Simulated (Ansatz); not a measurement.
# Geometry relaxation, with input and output: Ge3Si2 (part 2 of 2)

Ge3Si2 (Fd-3m, 10 atoms in the cell); DFT PBE, scalar-relativistic, plane waves, PAW, no spin polarisation (Ansatz 0.2.0); cutoff 420 eV, 6×6×6 k-mesh, Gaussian smearing of 0.1 eV. The structure was made by a generator, so it may or may not be a known phase.

Geometry of the input (Å; fractional positions):
```
0.0000  5.1782  5.1782
5.1782  0.0000  5.1782
5.1782  5.1782  0.0000
Si 0.6250  0.6250  0.6250
Si 0.6250  0.6250  0.1250
Si 0.6250  0.1250  0.6250
Si 0.1250  0.6250  0.6250
Ge 0.1250  0.1250  0.1250
Ge 0.1250  0.1250  0.6250
Ge 0.1250  0.6250  0.1250
Ge 0.6250  0.1250  0.1250
Ge 0.2500  0.2500  0.2500
Ge 0.0000  0.0000  0.0000
```

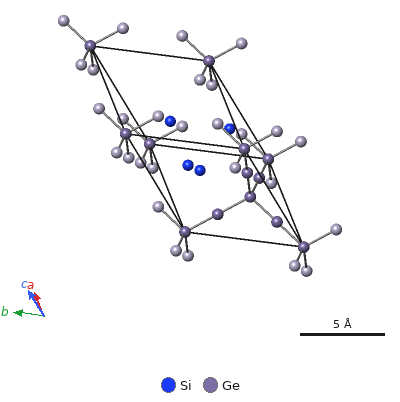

Fig. 1: The geometry at step 2 of the log (ball-and-stick view of the cell of the calculation, seen at an oblique angle; neighbours outside the cell are drawn fainter).

## The program's output, continued
```
SCF iter   1: F=—  HF=-28297.877387 eV  |F-HF|=—  |Δ(HF+E_count)|=         —  Δρ=3.44e-4  dr2=7.07e-6  ethr=1.89e-7  ⟨swp⟩=3.3  Hψ=5796  notcnv=0
preconditioner: auto → Kerker (q_TF=auto, 2.296 Å⁻¹)  [metal: Δε(μ)=0.051 eV  Ē_g=6.204 eV  σ=0.100 eV  W_gap=0.28  n_scr=58 (ndim 8)  ℏωp=14.0 eV  f_vac=0.000  D(μ)=8.72/eV (n_scr^D=58)]
SCF iter   2: F=—  HF=-28297.880960 eV  |F-HF|=—  |Δ(HF+E_count)|=   3.57e-3  Δρ=1.74e-4  dr2=1.80e-6  ethr=7.07e-9  ⟨swp⟩=2.0  Hψ=1228  notcnv=0
SCF iter   3: F=—  HF=-28297.882179 eV  |F-HF|=—  |Δ(HF+E_count)|=   1.22e-3  Δρ=6.24e-6  dr2=2.72e-8  ethr=1.80e-9  ⟨swp⟩=2.0  Hψ=1204  notcnv=0
SCF iter   4: F=—  HF=-28297.882180 eV  |F-HF|=—  |Δ(HF+E_count)|=   1.29e-6  Δρ=1.71e-6  dr2=9.93e-9  ethr=2.72e-11  ⟨swp⟩=2.0  Hψ=1766  notcnv=0
SCF iter   5: F=—  HF=-28297.882180 eV  |F-HF|=—  |Δ(HF+E_count)|=  6.55e-11  Δρ=9.76e-7  dr2=4.02e-9  ethr=9.93e-12  ⟨swp⟩=2.0  Hψ=1440  notcnv=0
SCF iter   6: F=—  HF=-28297.882180 eV  |F-HF|=—  |Δ(HF+E_count)|=   1.60e-9  Δρ=3.38e-7  dr2=5.87e-10  ethr=4.02e-12  ⟨swp⟩=2.0  Hψ=1748  notcnv=0
SCF iter   7: F=-28297.882180 eV  HF=-28297.882180 eV  |F-HF|=1.09e-11  |Δ(HF+E_count)|=  3.17e-10  Δρ=7.74e-8  dr2=2.28e-11  ethr=1.00e-12  ⟨swp⟩=7.2  Hψ=4408  notcnv=0
SCF 4 converged in 7 iterations: F = -28297.882180 eV  dr2 = 2.28e-11
relax step   4: F+E_penalty+E_count = -28297.88218033 eV  Δ(F+E_penalty+E_count) = -4.282e-4 eV  max|allowed force component| = 1.278e-17 eV/Å  Δτ_max = 0.0000 Å  P = +0.009 GPa  Ω = 281.183 Å³  stress off target by 8.50e-3 GPa  SCF on the basis re-selected at this cell (its energy is not comparable with the rows above)  (7 SCF iters)
basis re-selected at this cell: Δ(F+E_penalty+E_count) = -4.282e-4 eV, ΔP = +0.001 GPa vs the last step (what re-selecting the basis moved, of the pressure what is left beyond the Pulay correction that the steps carried, after the strain that the cell walked since its last selection, with what the two solves' SCF thresholds leave and, on support functions, any second-order correction that the steps lacked; it is no measure of the basis error at this ecutwfc). This SCF's stress stands 8.50e-3 GPa from its target on what of the cell is left free (relax.cell.stress_tol is 5.00e-2 GPa) and its largest allowed force component is 1.28e-17 eV/Å (relax.f_tol is 1.00e-2 eV/Å): within both
SCF converged after 7 iterations
Free energy (F): -28297.882180 eV
Harris-Foulkes:  -28297.882180 eV  (|F-HF|=1.09e-11)
Internal energy: -28297.838582 eV  (E = F + TS)
E sigma→0 (E₀):  -28297.860381 eV
Entropy (-TS):   -0.043599 eV (-4.360 meV/atom)
Fermi energy:    5.064537 eV
--- Per-component energies (eV) ---
  E_band       = -1196.447989
  E_kinetic    = 794.679451
  E_local      = -20316.744437  (includes V_loc(G=0)·N_el)
  E_nonlocal   = 2606.777208
  E_hartree    = 9066.604282
  E_xc         = -658.604127
  E_vxc        = -552.515098  (∫ρ·V_xc dr)
  E_paw        = -14153.570691  (= ΣΔE_a)
  E_vpaw       = -1861.855676  (= ΣTr[D̂ρ^β])
  E_aug_tail   = 0.001860  (compensation charges beyond the density's cutoff)
  E_ewald      = -5636.982128
  E_smearing   = -0.043599  (= −TS)
  E_closure    = -0.000000  (closes the sum)
  Σ components = -28297.882180   (vs F -28297.882180, Δ=0.00e0)
--- Forces (eV/Å), atoms counted from 1 ---
  atom   1  Si    -0.00000000     0.00000000     0.00000000
  atom   2  Si    -0.00000000     0.00000000    -0.00000000
  atom   3  Si    -0.00000000     0.00000000     0.00000000
  atom   4  Si    -0.00000000     0.00000000     0.00000000
  atom   5  Ge    -0.00000000    -0.00000000     0.00000000
  atom   6  Ge    -0.00000000     0.00000000    -0.00000000
  atom   7  Ge    -0.00000000     0.00000000     0.00000000
  atom   8  Ge    -0.00000000     0.00000000    -0.00000000
  atom   9  Ge    -0.00000000    -0.00000000    -0.00000000
  atom  10  Ge     0.00000000     0.00000000     0.00000000
  max |Σ_I F_I| component: 1.16e-17 eV/Å
--- Stress (GPa, compression-positive) ---
        0.008504       0.000000       0.000000
        0.000000       0.008504       0.000000
        0.000000      -0.000000       0.008504
  P = ⅓ Tr σ = 0.0085 GPa (0.085 kbar)
--- Band table (eV; the first three rows and the last of 16) ---
  k-point 0: bands = ["-20.4973", "-20.4973", "-20.4973", "-20.3013", "-20.3013", "-20.2390", "-20.2390", "-20.2390", "-20.1930", "-20.1930", "-20.0308", "-19.9409", "-19.9409", "-19.9409", "-19.9289", "-19.9289", "-19.9289", "-19.9274", "-19.9274", "-19.9261", "-19.9261", "-19.9261", "-19.9123", "-19.9123", "-19.9123", "-19.8137", "-19.8137", "-19.7083", "-19.7083", "-19.7083", "-7.5175", "-5.5781", "-3.6713", "-3.6713", "-3.6713", "-2.5127", "-0.8625", "-0.8625", "-0.8625", "0.3646", "0.3646", "0.3646", "2.5919", "2.5919", "2.6775", "3.6584", "3.6584", "3.6584", "3.9099", "6.2244", "6.2244", "6.2244", "7.2290", "7.2290", "7.2290", "7.3612", "7.3612", "7.3612", "7.7180", "7.7180"]
  k-point 1: bands = ["-20.4961", "-20.4961", "-20.4882", "-20.2980", "-20.2980", "-20.2696", "-20.2419", "-20.2419", "-20.1996", "-20.1996", "-20.0056", "-19.9358", "-19.9358", "-19.9320", "-19.9289", "-19.9284", "-19.9284", "-19.9273", "-19.9273", "-19.9261", "-19.9260", "-19.9260", "-19.9123", "-19.9073", "-19.9073", "-19.8174", "-19.8174", "-19.7209", "-19.7103", "-19.7103", "-7.4588", "-5.7912", "-3.6786", "-3.6786", "-3.4172", "-2.5038", "-1.0095", "-0.9210", "-0.9210", "0.4711", "0.4711", "0.4827", "2.7482", "2.7882", "2.7882", "2.9668", "3.6366", "3.6366", "4.8823", "5.7531", "5.7531", "6.3086", "6.5331", "7.0141", "7.0141", "7.2555", "7.2555", "7.5106", "7.6016", "7.6016"]
  k-point 2: bands = ["-20.4937", "-20.4937", "-20.4638", "-20.3256", "-20.2886", "-20.2886", "-20.2521", "-20.2521", "-20.2105", "-20.2105", "-19.9788", "-19.9312", "-19.9312", "-19.9289", "-19.9274", "-19.9274", "-19.9270", "-19.9270", "-19.9261", "-19.9257", "-19.9257", "-19.9123", "-19.8924", "-19.8893", "-19.8893", "-19.8281", "-19.8281", "-19.7557", "-19.7145", "-19.7145", "-7.3075", "-6.1734", "-3.6928", "-3.6928", "-3.1003", "-2.2314", "-1.2634", "-1.0271", "-1.0271", "0.2152", "0.7172", "0.7172", "2.7694", "3.0622", "3.0622", "3.5455", "3.7255", "3.7255", "5.3128", "5.3277", "5.3277", "5.5196", "6.2696", "6.2696", "6.5518", "6.5974", "6.5974", "6.6428", "7.4204", "7.6940"]
  k-point 15: bands = ["-20.4873", "-20.4873", "-20.4062", "-20.4062", "-20.2776", "-20.2776", "-20.2535", "-20.2535", "-20.2429", "-20.2429", "-19.9332", "-19.9332", "-19.9281", "-19.9281", "-19.9273", "-19.9273", "-19.9267", "-19.9267", "-19.9251", "-19.9251", "-19.9023", "-19.9023", "-19.8713", "-19.8713", "-19.8570", "-19.8570", "-19.8140", "-19.8140", "-19.7275", "-19.7275", "-6.8340", "-6.8340", "-3.8217", "-3.8217", "-2.0763", "-2.0763", "-1.5281", "-1.5281", "-0.7388", "-0.7388", "1.2101", "1.2101", "3.4698", "3.4698", "3.7242", "3.7242", "4.1778", "4.1778", "4.3396", "4.3396", "5.0026", "5.0026", "5.4292", "5.4292", "5.9217", "5.9217", "6.6694", "6.6694", "7.0762", "7.0762"]
--- Relaxed structure (3 steps of the walk, 3 accepted, 1 SCFs on fresh bases) ---
  F+E_penalty+E_count = -28297.88218033 eV   max|allowed force component| = 1.278e-17 eV/Å   (the final SCF, on the basis selected at the relaxed cell)
  cell:  # Å, volume = 281.1832 Å³
    - [-1.8874770698417533e-33, 5.19979771434432, 5.19979771434432]
    - [5.19979771434432, -3.514811512847782e-33, 5.19979771434432]
    - [5.19979771434432, 5.19979771434432, -1.3152429059911741e-33]
  atoms:
    - { symbol: Si, position: [0.625, 0.625, 0.625] }
    - { symbol: Si, position: [0.625, 0.625, 0.1250000000000001] }
    - { symbol: Si, position: [0.625, 0.1250000000000001, 0.625] }
    - { symbol: Si, position: [0.1250000000000001, 0.625, 0.625] }
    - { symbol: Ge, position: [0.125, 0.125, 0.125] }
    - { symbol: Ge, position: [0.125, 0.125, 0.6250000000000001] }
    - { symbol: Ge, position: [0.125, 0.6250000000000001, 0.12499999999999994] }
    - { symbol: Ge, position: [0.6250000000000001, 0.125, 0.12499999999999994] }
    - { symbol: Ge, position: [0.25, 0.25, 0.25] }
    - { symbol: Ge, position: [1.6146535421802333e-35, 4.1027684857820767e-35, -1.401448811720263e-35] }
```

## Trajectory as extended XYZ (Å, eV, eV/Å), 4 frames, from step=1 to step=4
```
10
Lattice="0.0000 5.1782 5.1782 5.1782 0.0000 5.1782 5.1782 5.1782 0.0000" Properties=species:S:1:pos:R:3:forces:R:3 step=1 energy=-28297.87729 pressure_GPa=0.45
Si    6.4728    6.4728    6.4728    0.0000   0.0000   0.0000
Si    3.8837    3.8837    6.4728    0.0000   0.0000   0.0000
Si    3.8837    6.4728    3.8837    0.0000   0.0000   0.0000
Si    6.4728    3.8837    3.8837    0.0000   0.0000   0.0000
Ge    1.2946    1.2946    1.2946    0.0000   0.0000   0.0000
Ge    3.8837    3.8837    1.2946    0.0000   0.0000   0.0000
Ge    3.8837    1.2946    3.8837    0.0000   0.0000   0.0000
Ge    1.2946    3.8837    3.8837    0.0000   0.0000   0.0000
Ge    2.5891    2.5891    2.5891    0.0000   0.0000   0.0000
Ge    0.0000    0.0000    0.0000    0.0000   0.0000   0.0000
10
Lattice="0.0000 5.1892 5.1892 5.1892 0.0000 5.1892 5.1892 5.1892 0.0000" Properties=species:S:1:pos:R:3:forces:R:3 step=2 energy=-28297.88075 pressure_GPa=0.22
Si    6.4865    6.4865    6.4865    0.0000   0.0000   0.0000
Si    3.8919    3.8919    6.4865    0.0000   0.0000   0.0000
Si    3.8919    6.4865    3.8919    0.0000   0.0000   0.0000
Si    6.4865    3.8919    3.8919    0.0000   0.0000   0.0000
Ge    1.2973    1.2973    1.2973    0.0000   0.0000   0.0000
Ge    3.8919    3.8919    1.2973    0.0000   0.0000   0.0000
Ge    3.8919    1.2973    3.8919    0.0000   0.0000   0.0000
Ge    1.2973    3.8919    3.8919    0.0000   0.0000   0.0000
Ge    2.5946    2.5946    2.5946    0.0000   0.0000   0.0000
Ge    0.0000    0.0000    0.0000    0.0000   0.0000   0.0000
10
Lattice="0.0000 5.1998 5.1998 5.1998 0.0000 5.1998 5.1998 5.1998 0.0000" Properties=species:S:1:pos:R:3:forces:R:3 step=3 energy=-28297.88175 pressure_GPa=0.01
Si    6.4997    6.4997    6.4997    0.0000   0.0000   0.0000
Si    3.8998    3.8998    6.4997    0.0000   0.0000   0.0000
Si    3.8998    6.4997    3.8998    0.0000   0.0000   0.0000
Si    6.4997    3.8998    3.8998    0.0000   0.0000   0.0000
Ge    1.2999    1.2999    1.2999    0.0000   0.0000   0.0000
Ge    3.8998    3.8998    1.2999    0.0000   0.0000   0.0000
Ge    3.8998    1.2999    3.8998    0.0000   0.0000   0.0000
Ge    1.2999    3.8998    3.8998    0.0000   0.0000   0.0000
Ge    2.5999    2.5999    2.5999    0.0000   0.0000   0.0000
Ge    0.0000    0.0000    0.0000    0.0000   0.0000   0.0000
10
Lattice="0.0000 5.1998 5.1998 5.1998 0.0000 5.1998 5.1998 5.1998 0.0000" Properties=species:S:1:pos:R:3:forces:R:3 step=4 energy=-28297.88218 pressure_GPa=0.01
Si    6.4997    6.4997    6.4997    0.0000   0.0000   0.0000
Si    3.8998    3.8998    6.4997    0.0000   0.0000   0.0000
Si    3.8998    6.4997    3.8998    0.0000   0.0000   0.0000
Si    6.4997    3.8998    3.8998    0.0000   0.0000   0.0000
Ge    1.2999    1.2999    1.2999    0.0000   0.0000   0.0000
Ge    3.8998    3.8998    1.2999    0.0000   0.0000   0.0000
Ge    3.8998    1.2999    3.8998    0.0000   0.0000   0.0000
Ge    1.2999    3.8998    3.8998    0.0000   0.0000   0.0000
Ge    2.5999    2.5999    2.5999    0.0000   0.0000   0.0000
Ge    0.0000    0.0000    0.0000    0.0000   0.0000   0.0000
```

## Results in brief

| quantity | value |
| --- | --- |
| outcome | converged |
| space group (tolerance 0.01 Å) | Fd-3m (227) |
| electrons treated | 100 |
| free energy | −28297.8822 eV |
| Fermi energy | 5.065 eV |
| gap on the k-point mesh | none (metallic) |
| pressure | 0.01 GPa |
| final volume | 281.18 Å³ |
| largest force (length of the vector) at the end | under 0.001 eV/Å |
| final cell | a = 7.354 Å, b = 7.354 Å, c = 7.354 Å, α = 60.00°, β = 60.00°, γ = 60.00° |
| hardware | 1 thread of Arm Neoverse V2, 24 GiB of memory available, shared host |
| wall time | 66 s |
| peak memory | 0.6 GiB |
